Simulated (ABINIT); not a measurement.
**Quasiparticle gap of KCl (Sylvite) in ABINIT**

Aim: the G0W0 gap of KCl (Sylvite) on PBE, step by step.

Method: PBE and many-body steps on it, plane waves, in ABINIT 10.8.3.

**1. Set-up**

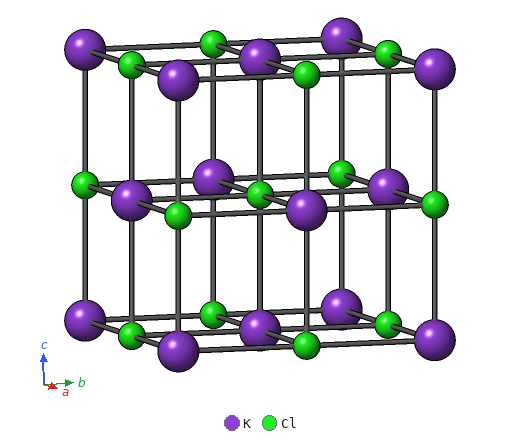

The starting structure, seen slightly off an axis (potassium purple, chlorine green). This picture shows the conventional cell, with its axes. Some periodic images of atoms are drawn too.

The cell and positions come from the Crystallography Open Database and are kept as given unless a step says otherwise.

**2. Ground state**

This step: ABINIT 10.8.3; DFT, PBE, plane waves, norm-conserving pseudopotentials.

The ground-state density comes first.

run.abi reads:

```
acell 3*1.0 Angstrom
rprim 
  -0.000000000000 3.146470000000 3.146470000000
  3.146470000000 0.000000000000 3.146470000000
  3.146470000000 3.146470000000 -0.000000000000
ntypat 2
znucl 19 17
natom 2
typat 1 2
xred 
  0.000000000000 0.000000000000 0.000000000000
  0.500000000000 0.500000000000 0.500000000000
pp_dirpath "pseudos"
pseudos "K.upf, Cl.upf"
ecut 33
ngkpt 6 6 6
nshiftk 1
shiftk 0 0 0
kptopt 1
chksymbreak 0
nband 13
occopt 1
tolvrs 1e-10
nstep 60
prtwf 0
optforces 0
optstress 0
indata_prefix "in"
outdata_prefix "out"
tmpdata_prefix "tmp"
```

Started as:

```
$ OMP_NUM_THREADS=1 mpirun -n 4 abinit run.abi > log
```

Numbers of over 12 decimals in the logs are rounded to 6 here.

Output:

```text
.Version 10.8.3 of ABINIT. v10.8.2 released Aug 2026.

 Symmetries : space group Fm -3 m (#225); Bravais cF (face-center cubic)
================================================================================
 Values of the parameters that define the memory need of the present run
     intxc =       0    ionmov =       0      iscf =       7    lmnmax =       6
     lnmax =       6     mgfft =      45  mpssoang =       3    mqgrid =    3001
     natom =       2  nloc_mem =       1    nspden =       1   nspinor =       1
    nsppol =       1      nsym =      48    n1xccc =    2501    ntypat =       2
    occopt =       1   xclevel =       2
-    mband =          13        mffmem =           1         mkmem =           4
       mpw =        3823          nfft =       91125          nkpt =          16
================================================================================
  Rough estimation (10% accuracy) of disk space for files :
================================================================================

--------------------------------------------------------------------------------
------------- Echo of variables that govern the present computation ------------
--------------------------------------------------------------------------------
 -outvars: echo values of preprocessed input variables --------
            acell      1.8897261259E+00  1.8897261259E+00  1.8897261259E+00 Bohr

      chksymbreak           0
             ecut      3.30000000E+01 Hartree
-          fftalg         312

              ixc     -101130
              kpt      0.00000000E+00  0.00000000E+00  0.00000000E+00
                       1.66666667E-01  0.00000000E+00  0.00000000E+00
                       3.33333333E-01  0.00000000E+00  0.00000000E+00
                       5.00000000E-01  0.00000000E+00  0.00000000E+00
                       1.66666667E-01  1.66666667E-01  0.00000000E+00
                       3.33333333E-01  1.66666667E-01  0.00000000E+00
                       5.00000000E-01  1.66666667E-01  0.00000000E+00
                      -3.33333333E-01  1.66666667E-01  0.00000000E+00
                      -1.66666667E-01  1.66666667E-01  0.00000000E+00
   [... 5 further rows ...]
                      -3.33333333E-01  3.33333333E-01  1.66666667E-01
                      -3.33333333E-01  5.00000000E-01  1.66666667E-01
         kptrlatt        6    0    0      0    6    0      0    0    6
          kptrlen      5.04531993E+01
P           mkmem           4
            natom           2
            nband          13
            ngfft          45      45      45
             nkpt          16
            nstep          60
             nsym          48
           ntypat           2
              occ      2.000000  2.000000  2.000000  2.000000  2.000000  2.000000
                       2.000000  2.000000  0.000000  0.000000  0.000000  0.000000
                       0.000000
        optforces           0
        optstress           0
            prtwf           0
            rprim     -0.0000000000E+00  3.1464700000E+00  3.1464700000E+00
[...]
spgroup         225

           tolvrs      1.00000000E-10

             xred      0.0000000000E+00  0.0000000000E+00  0.0000000000E+00
[...]
znucl       19.00000   17.00000

================================================================================

 chkinp: Checking input parameters for consistency.

================================================================================
== DATASET  1 ==================================================================
-   mpi_nproc: 4, omp_nthreads: 1 (-1 if OMP is not activated)

--- !DatasetInfo
iteration_state: {dtset: 1, }
dimensions: {natom: 2, nkpt: 16, mband: 13, nsppol: 1, nspinor: 1, nspden: 1, mpw: 3823, }
cutoff_energies: {ecut:  33.0, pawecutdg:  -1.0, }
electrons: {nelect:   1.60000000E+01, charge:   0.00000000E+00, occopt:   1.00000000E+00, tsmear:   1.00000000E-02, }

 Real(R)+Recip(G) space primitive vectors, cartesian coordinates (Bohr,Bohr^-1):
 R(1)=  0.0000000  5.9459666  5.9459666  G(1)= -0.0840906  0.0840906  0.0840906
 R(2)=  5.9459666  0.0000000  5.9459666  G(2)=  0.0840906 -0.0840906  0.0840906
 R(3)=  5.9459666  5.9459666  0.0000000  G(3)=  0.0840906  0.0840906 -0.0840906
 Unit cell volume ucvol=  4.2043357E+02 bohr^3
 Angles (23,13,12)=  6.00000000E+01  6.00000000E+01  6.00000000E+01 degrees

 getcut: wavevector=  0.0000  0.0000  0.0000  ngfft=  45  45  45
         ecut(hartree)=     33.000   => boxcut(ratio)=   2.02345

--- Pseudopotential description ------------------------------------------------
- K Generated using ONCVPSP code by D. R. Hamann
- 19.00000   9.00000  171031                  znucl, zion, pspdat
12 -101130 2 -1 2222                          pspcod,pspxc,lmax,lloc,mmax
     nproj     2     2     2
  pspatm : epsatm=    8.42413758
         --- l  ekb(1:nproj) -->
[...]
pspatm: atomic psp has been read  and splines computed

- Cl Generated using ONCVPSP code by D. R. Hamann
- 17.00000   7.00000  171031                  znucl, zion, pspdat
12 -101130 2 -1 1028                          pspcod,pspxc,lmax,lloc,mmax
     nproj     2     2     2
  pspatm : epsatm=    9.12776517
         --- l  ekb(1:nproj) -->
[...]
2   -2.938609   -0.805455
 pspatm: atomic psp has been read  and splines computed

   2.80830444E+02                                ecore*ucvol(ha*bohr**3)
--------------------------------------------------------------------------------

_setup2: Arith. and geom. avg. npw (full set) are    3805.801    3805.789

================================================================================

--- !BeginCycle
iteration_state: {dtset: 1, }
solver: {iscf: 7, nstep: 60, nline: 4, wfoptalg: 0, }
tolerances: {tolvrs: 1.00E-10, }

     iter   Etot(hartree)      deltaE(h)  residm     vres2
 ETOT  1  -46.572690663610    -4.657E+01 7.370E-02 1.561E+02
 ETOT  2  -46.596654800576    -2.396E-02 9.852E-03 1.309E+01
 ETOT  3  -46.598321616511    -1.667E-03 3.702E-03 1.157E+00
 ETOT  4  -46.598367069413    -4.545E-05 3.358E-03 6.410E-02
 ETOT  5  -46.598368205033    -1.136E-06 1.372E-03 9.405E-04
 ETOT  6  -46.598368229972    -2.494E-08 1.022E-03 8.148E-06
 ETOT  7  -46.598368230966    -9.940E-10 1.084E-03 5.356E-07
 ETOT  8  -46.598368231011    -4.532E-11 5.155E-04 5.823E-09
 ETOT  9  -46.598368231013    -1.620E-12 5.050E-04 3.055E-10
 ETOT 10  -46.598368231013     2.629E-13 2.059E-04 2.537E-12

 At SCF step   10       vres2   =  2.54E-12 < tolvrs=  1.00E-10 =>converged.

--- !ResultsGS
iteration_state: {dtset: 1, }
comment   : Summary of ground state results
lattice_vectors:
- [ -0.0000000,   5.9459666,   5.9459666, ]
- [  5.9459666,   0.0000000,   5.9459666, ]
- [  5.9459666,   5.9459666,  -0.0000000, ]
lattice_lengths: [   8.40887,    8.40887,    8.40887, ]
lattice_angles: [ 60.000,  60.000,  60.000, ] # degrees, (23, 13, 12)
lattice_volume:   4.2043357E+02
convergence: {deltae:  2.629E-13, res2:  2.537E-12, residm:  2.059E-04, diffor:  0.000E+00, }
etotal    :  -4.65983682E+01
entropy   :   0.00000000E+00
fermie    :  -8.50435789E-03
cartesian_stress_tensor: null
pressure_GPa: null
xred      :
- [  0.0000E+00,   0.0000E+00,   0.0000E+00,  K]
- [  5.0000E-01,   5.0000E-01,   5.0000E-01, Cl]
cartesian_forces: null
force_length_stats: {min: null, max: null, mean: null, }

 Integrated electronic density in atomic spheres:
 ------------------------------------------------
 Atom  Sphere_radius  Integrated_density
    1        2.00000          6.91065232
    2        2.00000          5.11724944
================================================================================

 ----iterations are completed or convergence reached----

 Mean square residual over all n,k,spin=   31.548E-07; max=  20.590E-05
 reduced coordinates (array xred) for    2 atoms
       0.000000000000      0.000000000000      0.000000000000
       0.500000000000      0.500000000000      0.500000000000
 rms dE/dt=  0.0000E+00; max dE/dt=  0.0000E+00; dE/dt below (all hartree)
    1       0.000000000000      0.000000000000      0.000000000000
    2       0.000000000000      0.000000000000      0.000000000000

 cartesian coordinates (angstrom) at end:
    1      0.000000     0.000000     0.000000
    2      3.146470     3.146470     3.146470
 length scales=  1.889726125908  1.889726125908  1.889726125908 bohr
              =  1.000000000000  1.000000000000  1.000000000000 angstroms
 prteigrs : about to open file out_EIG
 Fermi (or HOMO) energy (hartree) =  -0.00850   Average Vxc (hartree)=  -0.28070
 Eigenvalues (hartree) for nkpt=  16  k points:
 kpt#   1, nband= 13, wtk=  0.00463, kpt=  0.0000  0.0000  0.0000 (reduced coord)
  -1.00793   -0.45382   -0.40010   -0.40010   -0.40010   -0.00850   -0.00850   -0.00850
   0.18221    0.29896    0.29896    0.29896    0.33049
 prteigrs : prtvol=0 or 1, do not print more k-points.

--- !EnergyTerms
iteration_state     : {dtset: 1, }
comment             : Components of total free energy in Hartree
kinetic             :  1.59178987439085E+01
hartree             :  9.94220084209927E+00
xc                  : -1.09376488268506E+01
Ewald energy        : -3.08334400012199E+01
psp_core            :  6.67954381446766E-01
local_psp           : -3.77938247955445E+01
non_local_psp       :  6.43849142514780E+00
total_energy        : -4.65983682310126E+01
total_energy_eV     : -1.26800619636654E+03
band_energy         : -5.47274576955770E+00

== END DATASET(S) ==============================================================
================================================================================

 -outvars: echo values of variables after computation  --------
           etotal     -4.6598368231E+01
            nband          13
             nkpt          16
          spgroup         225
 [... the other variables as echoed above ...]

 Calculation completed.
```

The job ended after 6.5 s (4 MPI ranks of Intel Xeon 6975P-C (Granite Rapids), shared host; peak memory 0.39 GiB; 25 s of CPU time).

This step gave:

* total energy: -1268.0062 eV
* gap: 5.189 eV
* k of the valence top: 0, 0, 0
* k of the conduction bottom: 0, 0, 0
* least direct gap: 5.189 eV

The gap is direct, at Γ.

**3. Bands along the symmetry lines**

The cheap functional maps the bands first; the places of the edges decide which points the dearer methods must see.

run.abi reads:

```
acell 3*1.0 Angstrom
rprim 
  -0.000000000000 3.146470000000 3.146470000000
  3.146470000000 0.000000000000 3.146470000000
  3.146470000000 3.146470000000 -0.000000000000
ntypat 2
znucl 19 17
natom 2
typat 1 2
xred 
  0.000000000000 0.000000000000 0.000000000000
  0.500000000000 0.500000000000 0.500000000000
pp_dirpath "pseudos"
pseudos "K.upf, Cl.upf"
ecut 33
iscf -2
irdden 1
kptopt 0
nkpt 50
kpt 
  0.00000000 0.00000000 0.00000000
  0.06250000 0.00000000 0.06250000
  0.12500000 0.00000000 0.12500000
  0.18750000 0.00000000 0.18750000
  0.25000000 0.00000000 0.25000000
  0.31250000 0.00000000 0.31250000
  0.37500000 0.00000000 0.37500000
  0.43750000 0.00000000 0.43750000
  0.50000000 0.00000000 0.50000000
  0.51562500 0.03125000 0.51562500
  0.53125000 0.06250000 0.53125000
  0.54687500 0.09375000 0.54687500
  0.56250000 0.12500000 0.56250000
  0.57812500 0.15625000 0.57812500
  0.59375000 0.18750000 0.59375000
  0.60937500 0.21875000 0.60937500
  0.62500000 0.25000000 0.62500000
  0.37500000 0.37500000 0.75000000
  0.32812500 0.32812500 0.65625000
  0.28125000 0.28125000 0.56250000
  0.23437500 0.23437500 0.46875000
  0.18750000 0.18750000 0.37500000
  0.14062500 0.14062500 0.28125000
  0.09375000 0.09375000 0.18750000
  0.04687500 0.04687500 0.09375000
  0.00000000 0.00000000 0.00000000
  0.06250000 0.06250000 0.06250000
  0.12500000 0.12500000 0.12500000
  0.18750000 0.18750000 0.18750000
  0.25000000 0.25000000 0.25000000
  0.31250000 0.31250000 0.31250000
  0.37500000 0.37500000 0.37500000
  0.43750000 0.43750000 0.43750000
  0.50000000 0.50000000 0.50000000
  0.50000000 0.46875000 0.53125000
  0.50000000 0.43750000 0.56250000
  0.50000000 0.40625000 0.59375000
  0.50000000 0.37500000 0.62500000
  0.50000000 0.34375000 0.65625000
  0.50000000 0.31250000 0.68750000
  0.50000000 0.28125000 0.71875000
  0.50000000 0.25000000 0.75000000
  0.50000000 0.21875000 0.71875000
  0.50000000 0.18750000 0.68750000
  0.50000000 0.15625000 0.65625000
  0.50000000 0.12500000 0.62500000
  0.50000000 0.09375000 0.59375000
  0.50000000 0.06250000 0.56250000
  0.50000000 0.03125000 0.53125000
  0.50000000 0.00000000 0.50000000
istwfk *1
nband 15
nbdbuf 2
tolwfr 1e-08
nstep 40
prtwf 0
prtvol 0
indata_prefix "in"
outdata_prefix "out"
tmpdata_prefix "tmp"
```

Output:

```text
.Version 10.8.3 of ABINIT. v10.8.2 released Aug 2026.

 Symmetries : space group Fm -3 m (#225); Bravais cF (face-center cubic)
[... echo of the input left out ...]
== DATASET  1 ==================================================================
-   mpi_nproc: 4, omp_nthreads: 1 (-1 if OMP is not activated)

--- !DatasetInfo
iteration_state: {dtset: 1, }
dimensions: {natom: 2, nkpt: 50, mband: 15, nsppol: 1, nspinor: 1, nspden: 1, mpw: 3840, }
cutoff_energies: {ecut:  33.0, pawecutdg:  -1.0, }
electrons: {nelect:   1.60000000E+01, charge:   0.00000000E+00, occopt:   1.00000000E+00, tsmear:   1.00000000E-02, }

 Real(R)+Recip(G) space primitive vectors, cartesian coordinates (Bohr,Bohr^-1):
 R(1)=  0.0000000  5.9459666  5.9459666  G(1)= -0.0840906  0.0840906  0.0840906
 R(2)=  5.9459666  0.0000000  5.9459666  G(2)=  0.0840906 -0.0840906  0.0840906
 R(3)=  5.9459666  5.9459666  0.0000000  G(3)=  0.0840906  0.0840906 -0.0840906
 Unit cell volume ucvol=  4.2043357E+02 bohr^3
 Angles (23,13,12)=  6.00000000E+01  6.00000000E+01  6.00000000E+01 degrees

 getcut: wavevector=  0.0000  0.0000  0.0000  ngfft=  45  45  45
         ecut(hartree)=     33.000   => boxcut(ratio)=   2.02345

--- Pseudopotential description ------------------------------------------------
- K Generated using ONCVPSP code by D. R. Hamann
- 19.00000   9.00000  171031                  znucl, zion, pspdat
12 -101130 2 -1 2222                          pspcod,pspxc,lmax,lloc,mmax
     nproj     2     2     2
  pspatm : epsatm=    8.42413758
         --- l  ekb(1:nproj) -->
             0   10.871123    0.806704
             1    4.379001    0.553647
             2   -3.405842   -1.029115
 pspatm: atomic psp has been read  and splines computed

- Cl Generated using ONCVPSP code by D. R. Hamann
- 17.00000   7.00000  171031                  znucl, zion, pspdat
12 -101130 2 -1 1028                          pspcod,pspxc,lmax,lloc,mmax
     nproj     2     2     2
  pspatm : epsatm=    9.12776517
         --- l  ekb(1:nproj) -->
[...]
pspatm: atomic psp has been read  and splines computed

--------------------------------------------------------------------------------

================================================================================
 prteigrs : about to open file out_EIG
 Non-SCF case, kpt    1 (  0.00000  0.00000  0.00000), residuals and eigenvalues=
  2.09E-09  4.81E-09  2.24E-09  3.41E-09  5.60E-09  2.96E-09  2.53E-09  6.06E-09
  8.74E-09  4.40E-09  6.33E-09  6.17E-09  4.18E-09  5.06E-09  2.12E-08
 -1.0079E+00 -4.5382E-01 -4.0010E-01 -4.0010E-01 -4.0010E-01 -8.5044E-03
 -8.5044E-03 -8.5044E-03  1.8221E-01  2.9896E-01  2.9896E-01  2.9896E-01
[...]
Non-SCF case, kpt    2 (  0.06250  0.00000  0.06250), residuals and eigenvalues=
  9.47E-09  3.07E-09  2.00E-09  7.17E-09  8.18E-09  3.97E-09  3.18E-09  9.72E-09
[...]
4.28E-09  5.02E-09  4.74E-09  9.96E-09  6.18E-09  4.12E-09  2.61E-09  9.52E-09
  8.70E-09  6.07E-09  5.35E-09  6.95E-09  8.24E-09  6.21E-09  2.42E-06
[...]
Non-SCF case, kpt   49 (  0.50000  0.03125  0.53125), residuals and eigenvalues=
[...]
Non-SCF case, kpt   50 (  0.50000  0.00000  0.50000), residuals and eigenvalues=
[...]
-1.0074E+00 -4.5018E-01 -4.0531E-01 -4.0214E-01 -4.0214E-01 -3.2597E-02
 -1.6693E-02 -1.6693E-02  2.3146E-01  2.9798E-01  3.6150E-01  3.6578E-01
[...]
--- !ResultsGS
iteration_state: {dtset: 1, }
comment   : Summary of ground state results
lattice_vectors:
- [ -0.0000000,   5.9459666,   5.9459666, ]
- [  5.9459666,   0.0000000,   5.9459666, ]
- [  5.9459666,   5.9459666,  -0.0000000, ]
lattice_lengths: [   8.40887,    8.40887,    8.40887, ]
lattice_angles: [ 60.000,  60.000,  60.000, ] # degrees, (23, 13, 12)
lattice_volume:   4.2043357E+02
convergence: {deltae:  0.000E+00, res2:  0.000E+00, residm:  9.991E-09, diffor:  0.000E+00, }
etotal    :  -4.65983682E+01
entropy   :   0.00000000E+00
fermie    :  -8.50435789E-03
cartesian_stress_tensor: null
pressure_GPa: null
xred      :
- [  0.0000E+00,   0.0000E+00,   0.0000E+00,  K]
- [  5.0000E-01,   5.0000E-01,   5.0000E-01, Cl]
cartesian_forces: null
force_length_stats: {min: null, max: null, mean: null, }

 Integrated electronic density in atomic spheres:
 ------------------------------------------------
 Atom  Sphere_radius  Integrated_density
[...]
================================================================================

 ----iterations are completed or convergence reached----

 Mean square residual over all n,k,spin=   59.207E-10; max=  99.909E-10
 reduced coordinates (array xred) for    2 atoms
       0.000000000000      0.000000000000      0.000000000000
       0.500000000000      0.500000000000      0.500000000000

 cartesian coordinates (angstrom) at end:
    1      0.000000     0.000000     0.000000
    2      3.146470     3.146470     3.146470
 length scales=  1.889726125908  1.889726125908  1.889726125908 bohr
              =  1.000000000000  1.000000000000  1.000000000000 angstroms
 prteigrs : about to open file out_EIG
 Eigenvalues (hartree) for nkpt=  50  k points:
 kpt#   1, nband= 15, wtk=  1.00000, kpt=  0.0000  0.0000  0.0000 (reduced coord)
[...]
kpt#   2, nband= 15, wtk=  1.00000, kpt=  0.0625  0.0000  0.0625 (reduced coord)
[...]
kpt#   3, nband= 15, wtk=  1.00000, kpt=  0.1250  0.0000  0.1250 (reduced coord)
[...]
kpt#  49, nband= 15, wtk=  1.00000, kpt=  0.5000  0.0313  0.5313 (reduced coord)
  -1.00742   -0.45033   -0.40528   -0.40217   -0.40193   -0.03248   -0.01708   -0.01690
   0.23245    0.29919    0.35943    0.36660    0.37969    0.41827    0.41945
 kpt#  50, nband= 15, wtk=  1.00000, kpt=  0.5000  0.0000  0.5000 (reduced coord)
  -1.00742   -0.45018   -0.40531   -0.40214   -0.40214   -0.03260   -0.01669   -0.01669
   0.23146    0.29798    0.36150    0.36578    0.38035    0.41824    0.41824

== END DATASET(S) ==============================================================
================================================================================

 -outvars: echo values of variables after computation  --------
            nband          15
             nkpt          50
          spgroup         225
 [... the other variables as echoed above ...]

 Calculation completed.
```

Run time: 13 s. Hardware: 4 MPI ranks; peak memory 0.33 GiB; 49 s of CPU time.

This step gave:

```
gap                        : 5.189 eV
k of the valence top       : 0, 0, 0
k of the conduction bottom : 0, 0, 0
least direct gap           : 5.189 eV
```

The gap is 5.189 eV, as in the run before at this level.

The electronic bands at the labelled points (eV, zero at the top of the highest filled band; v1 is the highest filled band, c1 the lowest empty one):

```csv
point,v4,v3,v2,v1,c1,c2,c3,c4
Γ,-10.66,0.00,0.00,0.00,5.19,8.37,8.37,8.37
X,-10.71,-0.66,-0.22,-0.22,6.53,8.34,10.07,10.18
U,-10.60,-0.56,-0.55,-0.29,7.27,9.07,9.30,10.07
jump to K,-10.60,-0.56,-0.55,-0.29,7.27,9.07,9.30,10.07
Γ,-10.66,0.00,0.00,0.00,5.19,8.37,8.37,8.37
L,-10.42,-1.05,-0.32,-0.32,7.58,8.60,10.50,10.50
W,-10.57,-0.49,-0.47,-0.47,8.03,8.03,9.44,9.85
X,-10.71,-0.66,-0.22,-0.22,6.53,8.34,10.07,10.18
```

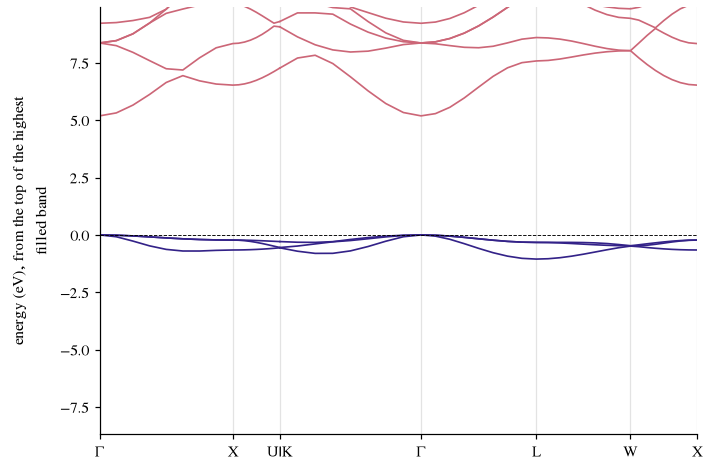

Electronic bands along the path; lines of filled and empty bands in two colours.

[end of part 1 of 2]

[Paths, hosts, dates, memory and timing lines, banners, echoed tables and standing remarks are left out of the program output.]

[Logs are printed without paths, hosts, clocks, repeated set-up lines and the standing remarks that a program may print on its own settings, such as how far it seeks lower states.]

[Runs of the session that timed out or met a known fault of the program may be left out.]

[Hosts, paths, dates, database ids (printed as entryN), source tags and the programs' standing remarks are cut or masked in the printed files.]

[G0W0 gaps are taken among the corrected bands and points alone; a level outside them can change the order at an edge.]

[Where Ansatz stands beside ABINIT at settings called matched, ABINIT's density can come from a denser mesh and the files from another edition; pairs whose starting gaps differed by over 0.03 eV were left out, so agreement reads better than it is.]
